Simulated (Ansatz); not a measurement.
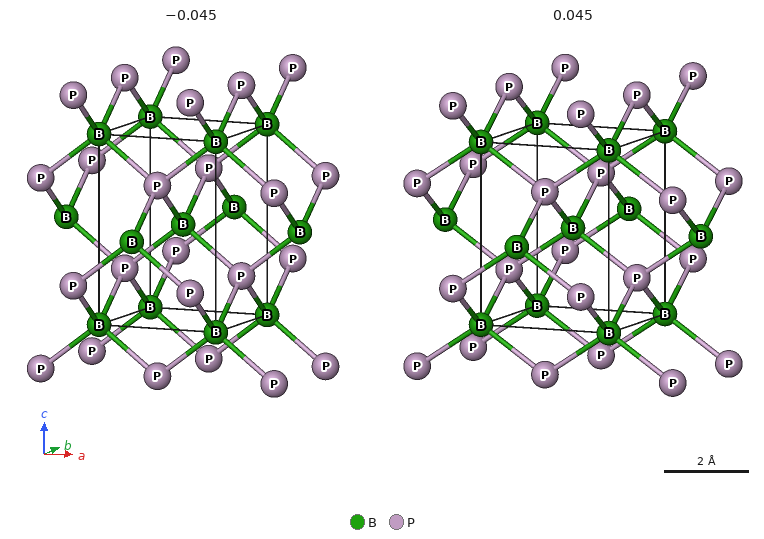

Crystalline BP (set up in F-43m), under biaxial strain in the a–b plane (c relaxed, atoms fixed by symmetry), with energies (extrapolated to zero smearing) counted from the relaxed crystal, which is the row at zero; the cubic crystal is set up in a tetragonal cell with a = a(cubic)/√2 and c = a(cubic). The picture shows the first and the last member. A ball-and-stick model of the cell of the calculation, seen slightly off an axis.

Computed with Ansatz 0.2.0: DFT PBEsol, scalar-relativistic, plane waves, PAW. Set-up: plane-wave cutoff 420 eV; k-point mesh 8 × 8 × 6; occupations gaussian; smearing width 0.02 eV; no spin polarisation; force threshold 0.008 eV/Å.

| strain | energy (meV/atom) | a (Å) | c (Å) | band gap (eV) |
| --- | --- | --- | --- | --- |
| −0.045 | 62.35 | 3.052 | 4.615 | 0.49 |
| −0.03 | 26.95 | 3.100 | 4.583 | 0.71 |
| −0.015 | 6.57 | 3.148 | 4.551 | 0.91 |
| 0.0 | 0.00 | 3.196 | 4.520 | 1.11 |
| 0.015 | 6.08 | 3.244 | 4.488 | 0.82 |
| 0.03 | ? | ? | ? | ? |
| 0.045 | 51.87 | 3.340 | 4.424 | 0.27 |

One row is withheld. What does the calculation give there?

A parabola through three neighbouring rows (0.0, 0.015, 0.045) gives, with Lagrange weights, (−0.3333)(0.00) + (1.0000)(6.08) + (0.3333)(51.87) = 23.37 meV/atom. The calculation gives 23.72 meV/atom (a = 3.292 Å, c = 4.456 Å). The estimate is 0.35 meV/atom too low. For the gap a parabola through the rows 0.0, 0.015, 0.045 gives 0.54 eV, and the calculation 0.54 eV (semilocal gaps, lower than measured ones as a rule). From the first member to the last: B–P 1.913 → 2.003 Å.

The whole series:

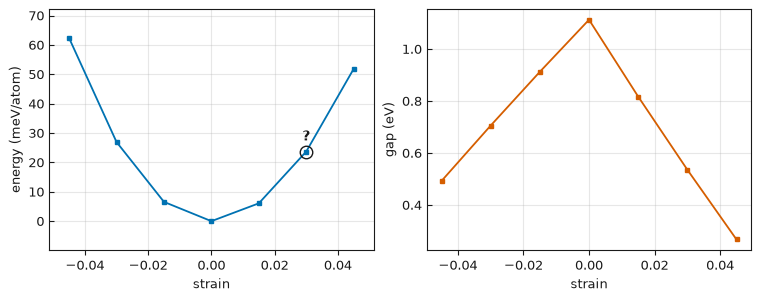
